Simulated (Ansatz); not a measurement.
# Two runs on Cu

System: Cu (1 atom in the cell).
Method of run A: DFT PBEsol, scalar-relativistic, plane waves, PAW, no spin polarisation (Ansatz 0.2.0).

Text and figures count atoms from 1; the logs count them from 0 in places.

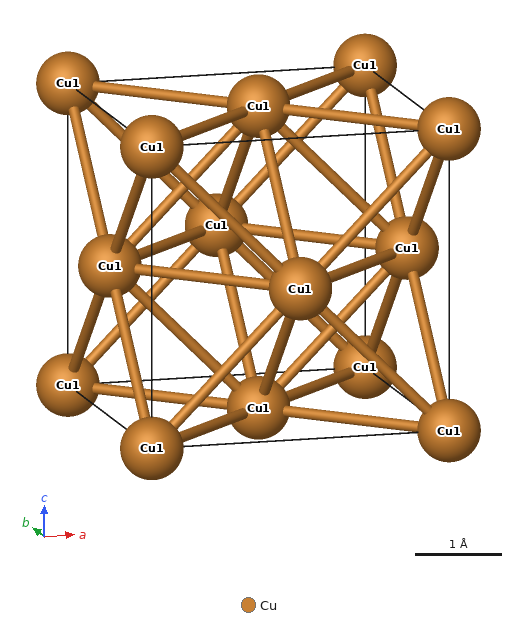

Fig. 1: The structure as given in the input (ball-and-stick view of the cell 4 times as large as that of the calculation, set on its symmetry axes, seen slightly off an axis; atoms are numbered from 1 in the order of the input).

**Input, run A**
```yaml
crystal:
  lattice:
    - [0.0, 1.805, 1.805]
    - [1.805, 0.0, 1.805]
    - [1.805, 1.805, 0.0]
  atoms:
    - { symbol: Cu, position: [0.0, 0.0, 0.0] }
basis:
  ecutwfc: 420
  ecutrho_ratio: 4
kpoints:
  mp_grid: { grid: [20, 20, 20] }
hamiltonian:
  xc: pbesol
scf:
  occupations: { method: gaussian, width: 0.05 }
output:
  forces: true
  stress: true
  eigenvalues: true
```

Hardware: 4 threads of an x86-64 CPU, shared host.

**Output, shortened to warnings, some set-up lines, iterations and results (run A)**
```
Basis set: ecut = 420 eV, 259 PW (Γ), exchange–correlation on 36×36×36 points (8 copies of the dense FFT grid, shifted against one another)
Symmetry: 48 space group operations
k-points: 256 of 8000
Initial density: superposition of atomic densities (neutral atoms: chi_scale 0, normalization atom), corrected by the library's trained network
[...]
SCF iter   1: F=—  HF=-6588.771306 eV  |F-HF|=—  |Δ(HF+E_count)|=         —  Δρ=2.05e-2  dr2=2.56e-2  ethr=1.77e-3  ⟨swp⟩=5.7  Hψ=18129  notcnv=0
SCF iter   2: F=—  HF=-6588.765354 eV  |F-HF|=—  |Δ(HF+E_count)|=   5.95e-3  Δρ=8.62e-4  dr2=3.08e-5  ethr=1.35e-4  ⟨swp⟩=2.8  Hψ=7692  notcnv=0  defer=109
SCF iter   3: F=—  HF=-6588.765347 eV  |F-HF|=—  |Δ(HF+E_count)|=   7.71e-6  Δρ=9.23e-4  dr2=4.07e-5  ethr=1.62e-7  ⟨swp⟩=2.0  Hψ=5960  notcnv=0  defer=109
SCF iter   4: F=—  HF=-6588.765370 eV  |F-HF|=—  |Δ(HF+E_count)|=   2.38e-5  Δρ=7.28e-5  dr2=2.66e-7  ethr=1.62e-7  ⟨swp⟩=1.0  Hψ=3479  notcnv=0  defer=109
SCF iter   5: F=-6588.765370 eV  HF=-6588.765370 eV  |F-HF|=1.56e-10  |Δ(HF+E_count)|=   2.20e-7  Δρ=3.09e-6  dr2=6.60e-10  ethr=1.40e-9  ⟨swp⟩=2.0  Hψ=4807  notcnv=0  …
SCF iter   6: F=-6588.765370 eV  HF=-6588.765370 eV  |F-HF|=1.27e-11  |Δ(HF+E_count)|=  1.65e-10  Δρ=3.67e-7  dr2=5.49e-12  ethr=3.47e-12  ⟨swp⟩=2.7  Hψ=12024  notcnv=0
SCF 1 converged in 6 iterations: F = -6588.765370 eV  dr2 = 5.49e-12
SCF converged after 6 iterations
Free energy (F): -6588.765370 eV
Harris-Foulkes:  -6588.765370 eV  (|F-HF|=1.27e-11)
Internal energy: -6588.765079 eV  (E = F + TS)
E sigma→0 (E₀):  -6588.765225 eV
Entropy (-TS):   -0.000291 eV (-0.291 meV/atom)
Fermi energy:    16.635456 eV
--- Per-component energies (eV) ---
  E_band       = -359.684438
  E_kinetic    = 300.108684
  E_local      = -4041.955556  (includes V_loc(G=0)·N_el)
  E_nonlocal   = 391.516928
  E_hartree    = 1777.709593
  E_xc         = -89.020517
  E_vxc        = -115.381715  (∫ρ·V_xc dr)
  E_paw        = -1626.311251  (= ΣΔE_a)
  E_vpaw       = -449.392406  (= ΣTr[D̂ρ^β])
  E_aug_tail   = 0.000258  (compensation charges beyond the density's cutoff)
  E_ewald      = -3301.019422
  E_core_change = 0.206202  (= ΣΔE_core)
  E_smearing   = -0.000291  (= −TS)
  E_closure    = -0.000000  (closes the sum)
  Σ components = -6588.765370   (vs F -6588.765370, Δ=0.00e0)
--- Forces (eV/Å), atoms counted from 1 ---
  atom   1  Cu    -0.00000000     0.00000000     0.00000000
  max |Σ_I F_I| component: 1.40e-31 eV/Å
--- Stress (GPa, compression-positive) ---
       -5.907360       0.000000       0.000000
        0.000000      -5.907360       0.000000
        0.000000       0.000000      -5.907360
  P = ⅓ Tr σ = -5.9074 GPa (-59.074 kbar)
```

For run B the input was changed thus:
```diff
-    - [0.0, 1.805, 1.805]
-    - [1.805, 0.0, 1.805]
-    - [1.805, 1.805, 0.0]
+    - [0.0, 1.7818776702, 1.7818776702]
+    - [1.7818776702, 0.0, 1.7818776702]
+    - [1.7818776702, 1.7818776702, 0.0]
```

Predict how the results change.

With the same functional and potentials, run B lies 8.5 meV per atom lower. The pressure goes from −5.91 to 0.00 GPa. The volume per atom goes from 11.76 to 11.32 Å³. The cell is scaled evenly with the atoms at fixed fractional positions, so −ΔP/Δ ln V estimates the bulk modulus midway between the two volumes: about 150 GPa. The number of SCF iterations is the same. The plane waves at Γ go from 259 to 229.

**Output, shortened to warnings, some set-up lines, iterations and results (run B)**
```
Basis set: ecut = 420 eV, 229 PW (Γ), exchange–correlation on 36×36×36 points (8 copies of the dense FFT grid, shifted against one another)
Symmetry: 48 space group operations
k-points: 256 of 8000
Initial density: superposition of atomic densities (neutral atoms: chi_scale 0, normalization atom), corrected by the library's trained network
[...]
SCF iter   1: F=—  HF=-6588.779589 eV  |F-HF|=—  |Δ(HF+E_count)|=         —  Δρ=2.03e-2  dr2=2.38e-2  ethr=1.77e-3  ⟨swp⟩=5.7  Hψ=18120  notcnv=0
SCF iter   2: F=—  HF=-6588.773906 eV  |F-HF|=—  |Δ(HF+E_count)|=   5.68e-3  Δρ=9.40e-4  dr2=4.30e-5  ethr=1.25e-4  ⟨swp⟩=2.8  Hψ=7680  notcnv=0  defer=109
SCF iter   3: F=—  HF=-6588.773892 eV  |F-HF|=—  |Δ(HF+E_count)|=   1.34e-5  Δρ=9.25e-4  dr2=3.68e-5  ethr=2.26e-7  ⟨swp⟩=2.0  Hψ=5926  notcnv=0  defer=109
SCF iter   4: F=—  HF=-6588.773916 eV  |F-HF|=—  |Δ(HF+E_count)|=   2.33e-5  Δρ=6.51e-5  dr2=1.76e-7  ethr=1.94e-7  ⟨swp⟩=1.0  Hψ=3475  notcnv=0  defer=109
SCF iter   5: F=-6588.773915 eV  HF=-6588.773915 eV  |F-HF|=5.37e-11  |Δ(HF+E_count)|=   3.57e-7  Δρ=2.67e-6  dr2=3.71e-10  ethr=9.27e-10  ⟨swp⟩=2.4  Hψ=5120  notcnv=0  …
SCF iter   6: F=-6588.773915 eV  HF=-6588.773915 eV  |F-HF|=0.00e0  |Δ(HF+E_count)|=  3.53e-10  Δρ=1.13e-7  dr2=4.59e-13  ethr=1.95e-12  ⟨swp⟩=2.6  Hψ=11708  notcnv=0
SCF 1 converged in 6 iterations: F = -6588.773915 eV  dr2 = 4.59e-13
SCF converged after 6 iterations
Free energy (F): -6588.773915 eV
Harris-Foulkes:  -6588.773915 eV  (|F-HF|=0.00e0)
Internal energy: -6588.773552 eV  (E = F + TS)
E sigma→0 (E₀):  -6588.773734 eV
Entropy (-TS):   -0.000363 eV (-0.363 meV/atom)
Fermi energy:    17.495796 eV
--- Per-component energies (eV) ---
  E_band       = -345.557453
  E_kinetic    = 300.648829
  E_local      = -3970.336409  (includes V_loc(G=0)·N_el)
  E_nonlocal   = 391.082560
  E_hartree    = 1748.699668
  E_xc         = -89.402395
  E_vxc        = -115.890787  (∫ρ·V_xc dr)
  E_paw        = -1625.817507  (= ΣΔE_a)
  E_vpaw       = -448.461211  (= ΣTr[D̂ρ^β])
  E_aug_tail   = 0.000218  (compensation charges beyond the density's cutoff)
  E_ewald      = -3343.854719
  E_core_change = 0.206202  (= ΣΔE_core)
  E_smearing   = -0.000363  (= −TS)
  E_closure    = -0.000000  (closes the sum)
  Σ components = -6588.773915   (vs F -6588.773915, Δ=0.00e0)
--- Forces (eV/Å), atoms counted from 1 ---
  atom   1  Cu    -0.00000000     0.00000000    -0.00000000
  max |Σ_I F_I| component: 1.31e-31 eV/Å
--- Stress (GPa, compression-positive) ---
       -0.001687       0.000000       0.000000
        0.000000      -0.001687       0.000000
       -0.000000       0.000000      -0.001687
  P = ⅓ Tr σ = -0.0017 GPa (-0.017 kbar)
```

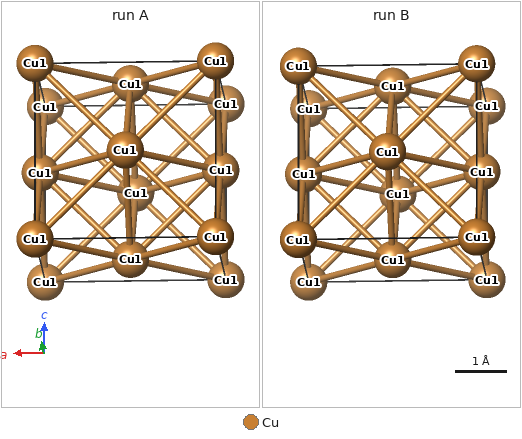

Fig. 2: The two input geometries at one scale (ball-and-stick view of the cell 4 times as large as that of the calculation, set on its symmetry axes, seen at an oblique angle). The atoms keep their places relative to the cell (all moves are under 0.005 Å). Cell: a = b = c 3.610 → 3.564 Å (−1.3 %). Volume −3.8 %. Among the contacts that change: Cu1–Cu1 2.553 → 2.520 Å.

**The two runs side by side**

```csv
quantity,run A,run B
outcome,converged,converged
free energy per atom (eV),−6588.7654,−6588.7739
pressure (GPa),−5.91,0.00
volume per atom (Å³),11.76,11.32
largest force (eV/Å),0.000,0.000
SCF iterations,6,6
irreducible k-points,256,256
plane waves at Γ,259,229
```

For run A: The cell is under a tension of 5.9 GPa at this level, so it is not at its equilibrium volume.
